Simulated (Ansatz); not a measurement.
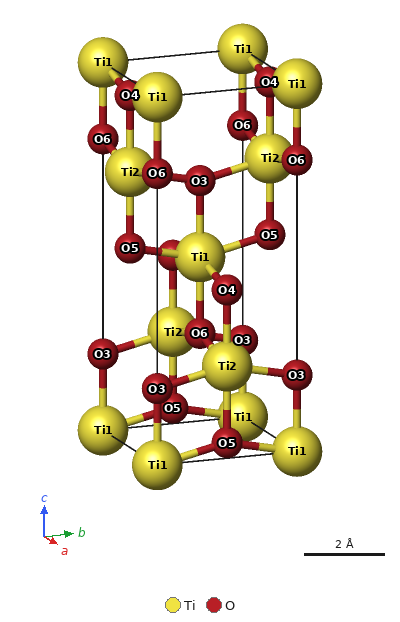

**Figure 1.** The input geometry (ball-and-stick view of the cell 2 times as large as that of the calculation, set on its symmetry axes, seen slightly off an axis; atoms are numbered from 1 in the order of the input). An atom can appear more than once, as a periodic image. Near neighbours in the periodic cell (some may lie outside the picture): Ti has 6 O at 1.93 to 1.98 Å; O has 3 Ti at 1.93 to 1.98 Å.

**Geometry relaxation of TiO2**

System: TiO2 (I4₁/amd, 6 atoms in the cell).
Method: DFT PBEsol, scalar-relativistic, plane waves, PAW, no spin polarisation (Ansatz 0.2.0).

The structure derives from an entry of the Crystallography Open Database. Figures and captions count atoms from 1; the log counts them from 0 in places.

### Output
```
basis.fft_grid_basis auto: the FFT boxes are laid along the combinations [[1, 0, 1], [0, 1, 1], [0, 0, 1]] of the cell's own vectors, 3.770, 3.770 and 5.469 Å long. The dense box has 27×27×40 points. Along the cell's own vectors, as sized, it would have 40×40×40, 2.19 times as many. Of the 16 symmetry operations that the crystal satisfies within crystal.symmetry.tolerance (time reversal apart; of a slab, those that keep its plane) the dense box along the cell's own vectors carries 16, and the one as laid loses 14 of those. basis.fft_grid_basis: typed keeps the cell's own vectors: state it where this run's energies or levels are differenced outside the engine with another run's, or held beside a run that keeps those vectors.
Engine: ansatz 0.2.0, aarch64-unknown-linux-gnu
Pseudopotentials: kind: paw
Pseudopotential: Ti, paw, valence charge 12, recommended cutoff 420 eV (normal), Ti.paw.azcp
Pseudopotential: O, paw, valence charge 6, recommended cutoff 420 eV (normal), O.paw.azcp
Functional definition: PBEsol
  exchange = pbesol_x
  correlation = pbesol_c
Crystal: 6 atoms, lattice volume = 67.871 Å³
Basis set: ecut = 420 eV, 1315 PW (Γ), FFT grids on a1+a3, a2+a3, a3, exchange–correlation on 54×54×80 points (8 copies of the dense FFT grid, shifted against one another)
Bands: 30, of which v1, the nominal top of the filled ones, is band 24 counted from 1 (23 counted from 0)
Symmetry: 16 space group operations
Space group: I41/amd (ITA 141), of the structure as read, at distance tolerance 4.1e-5 Å
k-points: 163 of 1728
Non-local potential: Ti, projectors of the file, l = 0: 3, l = 1: 2, l = 2: 3, l = 3: 1
Non-local potential: O, projectors of the file, l = 0: 2, l = 1: 2, l = 2: 1
PAW form: soft (Blöchl's): semilocal exchange-correlation on the pseudo side does not see the compensation charge
PAW frozen core: Ti, regenerated for the run's functional, and the local potential with it (the file was generated under x = pbe(κ = 0.804, μ = 0.2195149727645171), c = pbe(β = 0.06672455060314922))
PAW frozen core: O, regenerated for the run's functional, and the local potential with it (the file was generated under x = pbe(κ = 0.804, μ = 0.2195149727645171), c = pbe(β = 0.06672455060314922))
PAW one-centre angular grid: Ti, 590 points (default); XC on 64 Gauss nodes
PAW one-centre angular grid: O, 110 points (default); XC on 64 Gauss nodes
Initial density: superposition of atomic densities (neutral atoms: chi_scale 0, normalization atom), corrected by the library's trained network
Initial wavefunctions: pseudopotential atomic-orbital guess
Functional: x = pbesol(κ = 0.804, μ = 0.12345679012345678), c = pbesol(β = 0.046)
SCF iter   1: F=—  HF=-7199.764386 eV  |F-HF|=—  |Δ(HF+E_count)|=         —  Δρ=1.61e-2  dr2=1.34e-1  ethr=1.77e-3  ⟨swp⟩=3.7  Hψ=18133  notcnv=0  defer=347
preconditioner: auto → none  [insulator: Δε(μ)=1.961 eV  Ē_g=9.595 eV  n_scr=14 (ndim 8)  ℏωp=25.5 eV  f_vac=0.102  ε∞_Penn≈8.1]
SCF iter   2: F=—  HF=-7199.768364 eV  |F-HF|=—  |Δ(HF+E_count)|=   3.98e-3  Δρ=1.65e-2  dr2=1.81e-1  ethr=2.79e-4  ⟨swp⟩=2.0  Hψ=9140  notcnv=0  defer=619
SCF iter   3: F=—  HF=-7199.733268 eV  |F-HF|=—  |Δ(HF+E_count)|=   3.51e-2  Δρ=2.34e-3  dr2=2.16e-3  ethr=2.79e-4  ⟨swp⟩=2.0  Hψ=6992  notcnv=0  defer=585
SCF iter   4: F=—  HF=-7199.733200 eV  |F-HF|=—  |Δ(HF+E_count)|=   6.73e-5  Δρ=7.02e-4  dr2=9.94e-5  ethr=4.50e-6  ⟨swp⟩=2.0  Hψ=7715  notcnv=0  defer=650
SCF iter   5: F=—  HF=-7199.733228 eV  |F-HF|=—  |Δ(HF+E_count)|=   2.76e-5  Δρ=1.18e-4  dr2=9.56e-6  ethr=2.07e-7  ⟨swp⟩=2.3  Hψ=7837  notcnv=0  defer=299
SCF iter   6: F=-7199.733227 eV  HF=-7199.733227 eV  |F-HF|=3.95e-8  |Δ(HF+E_count)|=   1.37e-6  Δρ=1.39e-5  dr2=4.30e-8  ethr=2.08e-10  ⟨swp⟩=9.3  Hψ=26619  notcnv=0
SCF 1 converged in 6 iterations: F = -7199.733227 eV  dr2 = 4.30e-8
  greatest PAW one-centre occupation: 0.999 electrons in one spin orbital (limit 2), on the Ti atom at site 1 (counted from 0), in its partial waves of l = 0
relax step   1: F+E_penalty+E_count = -7199.73322670 eV  Δ(F+E_penalty+E_count) = +0.000e0 eV  max|allowed force component| = 4.573e-5 eV/Å  Δτ_max = 0.0000 Å  P = -0.001 GPa  Ω = 67.871 Å³  (6 SCF iters, dr2 threshold 1.00e-7 eV, accepted)
Initial density: handed on by an earlier stage of this run
Initial wavefunctions: pseudopotential atomic-orbital guess (no wavefunctions were taken with the density)
iter 1 solved again at ethr=5.43e-9 eV; its pass at ethr=3.10e-3 eV (dr2=2.61e-6 eV) is discarded
SCF iter   1: F=—  HF=-7199.733300 eV  |F-HF|=—  |Δ(HF+E_count)|=         —  Δρ=1.35e-5  dr2=4.22e-8  ethr=5.43e-9  ⟨swp⟩=3.9  Hψ=32664  notcnv=0  defer=651
preconditioner: auto → none  [insulator: Δε(μ)=2.111 eV  Ē_g=9.673 eV  n_scr=14 (ndim 8)  ℏωp=25.5 eV  f_vac=0.097  ε∞_Penn≈7.9]
SCF iter   2: F=—  HF=-7199.733227 eV  |F-HF|=—  |Δ(HF+E_count)|=   7.30e-5  Δρ=6.77e-6  dr2=1.23e-8  ethr=8.79e-11  ⟨swp⟩=2.0  Hψ=8536  notcnv=0  defer=651
SCF iter   3: F=—  HF=-7199.733227 eV  |F-HF|=—  |Δ(HF+E_count)|=   2.22e-8  Δρ=8.25e-6  dr2=4.35e-8  ethr=2.57e-11  ⟨swp⟩=2.0  Hψ=8210  notcnv=0  defer=651  recentre
SCF iter   4: F=—  HF=-7199.733227 eV  |F-HF|=—  |Δ(HF+E_count)|=   7.42e-9  Δρ=8.88e-7  dr2=3.01e-10  ethr=2.57e-11  ⟨swp⟩=2.0  Hψ=7232  notcnv=0  defer=651
SCF iter   5: F=—  HF=-7199.733227 eV  |F-HF|=—  |Δ(HF+E_count)|=  3.47e-10  Δρ=1.85e-7  dr2=1.67e-11  ethr=1.00e-12  ⟨swp⟩=2.1  Hψ=6399  notcnv=0  defer=651
SCF iter   6: F=-7199.733227 eV  HF=-7199.733227 eV  |F-HF|=0.00e0  |Δ(HF+E_count)|=  1.55e-11  Δρ=4.38e-8  dr2=1.08e-12  ethr=1.00e-12  ⟨swp⟩=10.8  Hψ=24938  notcnv=0
SCF 2 converged in 6 iterations: F = -7199.733227 eV  dr2 = 1.08e-12
relax step   2: F+E_penalty+E_count = -7199.73322670 eV  Δ(F+E_penalty+E_count) = -8.630e-9 eV  max|allowed force component| = 6.550e-5 eV/Å  Δτ_max = 0.0000 Å  P = -0.000 GPa  Ω = 67.871 Å³  stress off target by 6.32e-3 GPa  SCF on the basis re-selected at this cell (its energy is not comparable with the rows above)  (6 SCF iters)
```

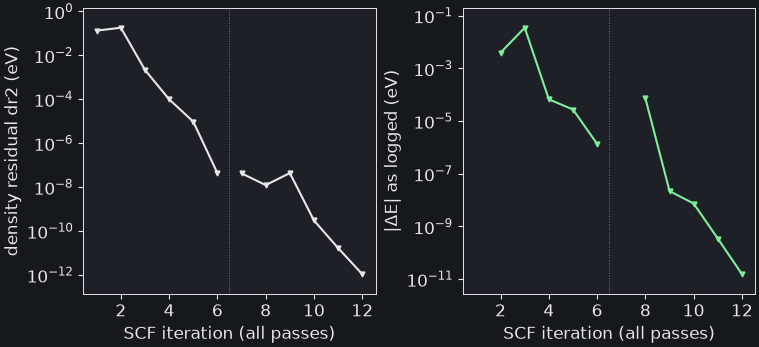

**Figure 2.** Convergence of the self-consistent field: density residual dr2 and size of the energy change against the SCF iteration. The dotted lines part the SCF passes of the relaxation: geometry steps, rejected trials and re-solves on a re-selected basis. The passes take 6 and 6 iterations.

```
basis re-selected at this cell: Δ(F+E_penalty+E_count) = -8.630e-9 eV, ΔP = +0.000 GPa vs the last step (what re-selecting the basis moved, of the pressure what is left beyond the Pulay correction that the steps carried, after the strain that the cell walked since its last selection, with what the two solves' SCF thresholds leave and, on support functions, any second-order correction that the steps lacked; it is no measure of the basis error at this ecutwfc). This SCF's stress stands 6.32e-3 GPa from its target on what of the cell is left free (relax.cell.stress_tol is 1.00e-2 GPa) and its largest allowed force component is 6.55e-5 eV/Å (relax.f_tol is 1.00e-3 eV/Å): within both
SCF converged after 6 iterations
Free energy (F): -7199.733227 eV
Harris-Foulkes:  -7199.733227 eV  (|F-HF|=0.00e0)
Internal energy: -7199.733227 eV  (E = F + TS)
E sigma→0 (E₀):  -7199.733227 eV
Fermi energy:    7.258742 eV
--- Per-component energies (eV) ---
  E_band       = -455.546432
  E_kinetic    = 1245.131747
  E_local      = -3561.258001  (includes V_loc(G=0)·N_el)
  E_nonlocal   = 200.327151
  E_hartree    = 1377.666987
  E_xc         = -486.981863
  E_vxc        = -619.857785  (∫ρ·V_xc dr)
  E_paw        = -2649.020557  (= ΣΔE_a)
  E_vpaw       = -475.233463  (= ΣTr[D̂ρ^β])
  E_aug_tail   = 0.009926  (compensation charges beyond the density's cutoff)
  E_ewald      = -3326.028537
  E_core_change = 0.419920  (= ΣΔE_core)
  E_smearing   = -0.000000  (= −TS)
  E_closure    = -0.000000  (closes the sum)
  Σ components = -7199.733227   (vs F -7199.733227, Δ=0.00e0)
--- Forces (eV/Å), atoms counted from 1 ---
  atom   1  Ti     0.00000000    -0.00000000     0.00000000
  atom   2  Ti     0.00000000     0.00000000     0.00000000
  atom   3  O      0.00000000     0.00000000    -0.00006550
  atom   4  O      0.00000000     0.00000000    -0.00006550
  atom   5  O      0.00000000     0.00000000     0.00006550
  atom   6  O      0.00000000    -0.00000000     0.00006550
  max |Σ_I F_I| component: 1.02e-17 eV/Å
--- Stress (GPa, compression-positive) ---
       -0.003894       0.000000       0.000000
        0.000000      -0.003894       0.000000
        0.000000       0.000000       0.006323
  P = ⅓ Tr σ = -0.0005 GPa (-0.005 kbar)
--- Band table (eV; the first three rows and the last of 163) ---
  k-point 0: bands = ["-48.7836", "-48.7205", "-25.3908", "-25.1439", "-25.1439", "-25.0701", "-25.0701", "-24.9766", "-10.3477", "-9.2972", "-9.1544", "-8.8045", "3.2531", "3.3876", "3.3876", "3.7622", "5.1547", "5.1547", "5.2311", "6.4786", "6.4881", "6.4881", "6.7876", "6.7876", "9.3698", "10.1213", "11.3214", "11.3214", "11.3410", "11.3410"]
  k-point 1: bands = ["-48.7822", "-48.7213", "-25.3900", "-25.1574", "-25.1485", "-25.0777", "-25.0702", "-24.9740", "-10.2780", "-9.2537", "-9.1245", "-8.7835", "3.2343", "3.2389", "3.3056", "3.7667", "5.0106", "5.2309", "5.3166", "6.3161", "6.3421", "6.4285", "6.4969", "6.8872", "9.6933", "10.1703", "10.9961", "11.1719", "11.2055", "11.3022"]
  k-point 2: bands = ["-48.7782", "-48.7236", "-25.3879", "-25.1920", "-25.1608", "-25.0987", "-25.0694", "-24.9707", "-10.0806", "-9.1374", "-9.0402", "-8.7267", "2.9127", "3.1070", "3.1931", "3.8147", "4.6789", "5.2327", "5.3892", "5.7186", "5.9116", "6.0662", "6.6003", "7.0120", "10.2200", "10.3461", "10.5536", "10.9961", "11.0224", "11.3632"]
  k-point 162: bands = ["-48.7521", "-48.7521", "-25.1875", "-25.1875", "-25.1684", "-25.1684", "-25.0452", "-25.0452", "-9.7472", "-9.7472", "-9.0802", "-9.0802", "3.4746", "3.4746", "3.5125", "3.5125", "5.1701", "5.1701", "5.8911", "5.8911", "5.9932", "5.9932", "7.1494", "7.1494", "9.7319", "9.7319", "11.0795", "11.0795", "11.5939", "11.5939"]
--- Relaxed structure (1 steps of the walk, 1 accepted, 1 SCFs on fresh bases) ---
  F+E_penalty+E_count = -7199.73322670 eV   max|allowed force component| = 6.550e-5 eV/Å   (the final SCF, on the basis selected at the relaxed cell)
  cell:  # Å, volume = 67.8711 Å³
    - [-1.8848916287, 1.8848916287, 4.7758664512]
    - [1.8848916287, -1.8848916287, 4.7758664512]
    - [1.8848916287, 1.8848916287, -4.7758664512]
  atoms:
    - { symbol: Ti, position: [0.0, 0.0, 0.0] }
    - { symbol: Ti, position: [0.75, 0.25000000000000006, 0.5] }
    - { symbol: O, position: [0.207527598, 0.207527598, 0.0] }
    - { symbol: O, position: [0.9575275980000001, 0.4575275979999999, 0.5000000000000001] }
    - { symbol: O, position: [0.5424724020000001, 0.042472401999999986, 0.5000000000000001] }
    - { symbol: O, position: [0.792472402, 0.792472402, 0.0] }
```

### Trajectory as extended XYZ (Å, eV, eV/Å), 2 frames, from step=1 to step=2
```
6
Lattice="-1.8849 1.8849 4.7759 1.8849 -1.8849 4.7759 1.8849 1.8849 -4.7759" Properties=species:S:1:pos:R:3:forces:R:3 step=1 energy=-7199.73323 pressure_GPa=-0.00
Ti    0.0000    0.0000    0.0000    0.0000   0.0000   0.0000
Ti    0.0000    1.8849    2.3879    0.0000   0.0000   0.0000
O     0.0000    0.0000    1.9822    0.0000   0.0000   0.0000
O     0.0000    1.8849    4.3702    0.0000   0.0000   0.0000
O     0.0000    1.8849    0.4057    0.0000   0.0000   0.0000
O     0.0000    0.0000    7.5695    0.0000   0.0000   0.0000
6
Lattice="-1.8849 1.8849 4.7759 1.8849 -1.8849 4.7759 1.8849 1.8849 -4.7759" Properties=species:S:1:pos:R:3:forces:R:3 step=2 energy=-7199.73323 pressure_GPa=-0.00
Ti    0.0000    0.0000    0.0000    0.0000   0.0000   0.0000
Ti    0.0000    1.8849    2.3879    0.0000   0.0000   0.0000
O     0.0000    0.0000    1.9822    0.0000   0.0000  -0.0001
O     0.0000    1.8849    4.3702    0.0000   0.0000  -0.0001
O     0.0000    1.8849    0.4057    0.0000   0.0000   0.0001
O     0.0000    0.0000    7.5695    0.0000   0.0000   0.0001
```

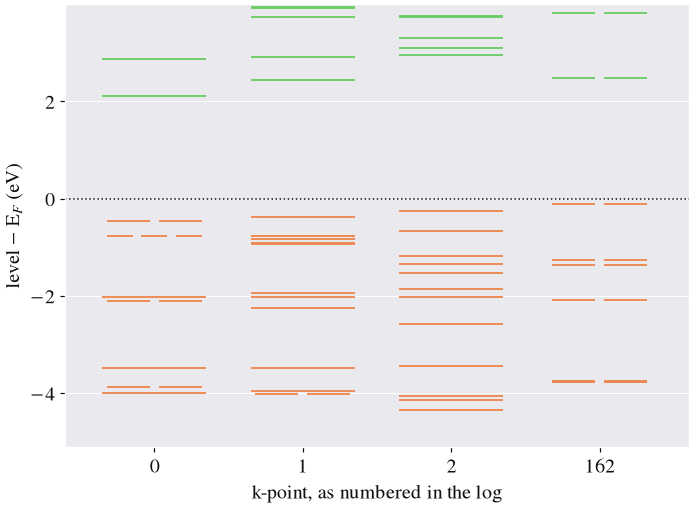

**Figure 3.** Kohn–Sham levels near the Fermi level (dotted) at the few k-points that the log prints; levels within 0.02 eV of each other stand side by side. Among these points the highest filled and lowest empty levels are 2.22 eV apart; the gap on the full mesh, 2.11 eV, has an edge at a point that isn't printed.

This output came from the following input.

### Input
```yaml
crystal:
  lattice:
    - [-1.8848916287, 1.8848916287, 4.7758664512]
    - [1.8848916287, -1.8848916287, 4.7758664512]
    - [1.8848916287, 1.8848916287, -4.7758664512]
  atoms:
    - { symbol: Ti, position: [0.0, 0.0, 0.0] }
    - { symbol: Ti, position: [0.75, 0.25, 0.5] }
    - { symbol: O, position: [0.207527598, 0.207527598, 0.0] }
    - { symbol: O, position: [0.957527598, 0.457527598, 0.5] }
    - { symbol: O, position: [0.542472402, 0.042472402, 0.5] }
    - { symbol: O, position: [0.792472402, 0.792472402, 0.0] }
basis:
  ecutwfc: 420
kpoints:
  mp_grid: { grid: [12, 12, 12] }
hamiltonian:
  xc: pbesol
scf:
  occupations: { method: fixed }
output:
  forces: true
  stress: true
  eigenvalues: true
relax:
  adjacent_minimum: "off"
  f_tol: 0.001
  max_steps: 60
  cell: { stress_tol: 0.01 }
```

Launch command:
```bash
ansatz run input.yaml --threads 4 --pin off --max-ram 10240MiB --backend cpu --events-out ev --progress --plain --runs-dir out
```

### Results in brief

```tsv
quantity	value
outcome	converged
space group (tolerance 0.01 Å)	I4₁/amd (141)
electrons treated	48
free energy	−7199.7332 eV
Fermi energy	7.259 eV
gap on the k-point mesh	2.11 eV
pressure	0.00 GPa
final volume	67.87 Å³
largest force (length of the vector) at the end	under 0.001 eV/Å
final cell	a = 5.469 Å, b = 5.469 Å, c = 5.469 Å, α = 139.68°, β = 139.68°, γ = 58.34°
hardware	4 threads of Arm Neoverse N1, 98 GiB of memory available, shared host
wall time	18 s (CPU time 71 s)
peak memory	0.56 GiB
```
